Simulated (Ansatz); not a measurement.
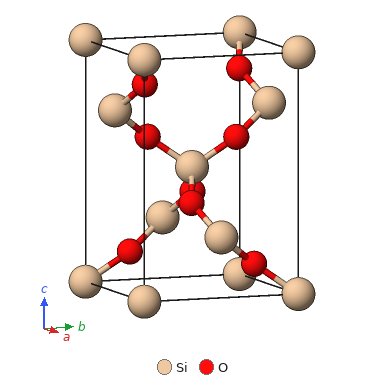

System: SiO₂, space group I-42d (No. 122). The picture shows the conventional cell.

Structure:
```yaml
crystal:
  lattice:
    - [-2.47324, 2.47324, 3.65636]
    - [2.47324, -2.47324, 3.65636]
    - [2.47324, 2.47324, -3.65636]
  atoms:
    - { symbol: Si, position: [0.00000, 0.00000, 0.00000] }
    - { symbol: Si, position: [0.75000, 0.25000, 0.50000] }
    - { symbol: O, position: [0.97317, 0.62500, 0.84817] }
    - { symbol: O, position: [0.37500, 0.22317, 0.34817] }
    - { symbol: O, position: [0.77683, 0.12500, 0.15183] }
    - { symbol: O, position: [0.87500, 0.02683, 0.65183] }
```

Method: third-order Birch-Murnaghan fit to density functional energies at scaled volumes of the given relaxed cell, shape and atoms relaxed at each volume; energies count from the fitted minimum; plane waves with PAW datasets, Γ-centred k mesh (Ansatz 0.2.0). Level: r2SCAN, no spin polarisation.

- wave cutoff: 500 eV
- k mesh: 8×8×8
- occupations: Gaussian
- smearing width: 0.02 eV

Describe the result: the energy above the minimum, pressure and gap on the k mesh against volume. The volume takes the values 14.016, 14.463, 14.910, 15.358, 15.805 Å³/atom.

A third-order Birch–Murnaghan fit gives V0 = 14.91 Å³/atom, B0 = 23.2 GPa. The energy above the minimum is 4.2 meV/atom at volume 14.016 Å³/atom and 3.6 meV/atom at 15.805 Å³/atom; the lowest computed point is at volume 14.910 Å³/atom (0.0 meV/atom). The pressure falls from 1.55 GPa at volume 14.016 Å³/atom to −1.25 GPa at 15.805 Å³/atom, and changes sign near 14.91 Å³/atom. The gap on the k mesh stays open and runs from 6.797 eV at volume 14.016 Å³/atom to 6.332 eV at 15.805 Å³/atom.

```json
{"volume (Å³/atom)": "14.016", "energy above the minimum (meV/atom)": "4.2", "pressure (GPa)": "1.55", "gap on the k mesh (eV)": "6.797"}
{"volume (Å³/atom)": "14.463", "energy above the minimum (meV/atom)": "1.0", "pressure (GPa)": "0.76", "gap on the k mesh (eV)": "6.675"}
{"volume (Å³/atom)": "14.910", "energy above the minimum (meV/atom)": "0.0", "pressure (GPa)": "0.00", "gap on the k mesh (eV)": "6.557"}
{"volume (Å³/atom)": "15.358", "energy above the minimum (meV/atom)": "0.9", "pressure (GPa)": "-0.69", "gap on the k mesh (eV)": "6.442"}
{"volume (Å³/atom)": "15.805", "energy above the minimum (meV/atom)": "3.6", "pressure (GPa)": "-1.25", "gap on the k mesh (eV)": "6.332"}
```

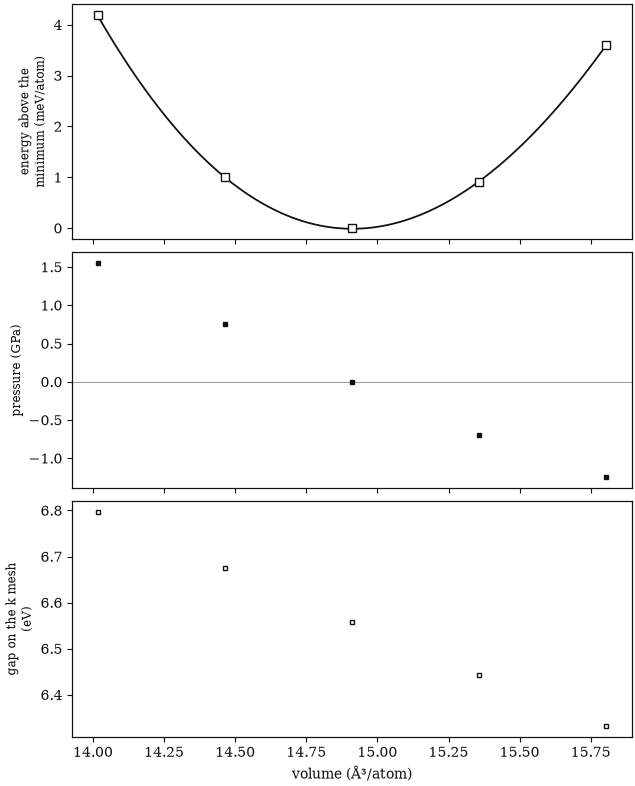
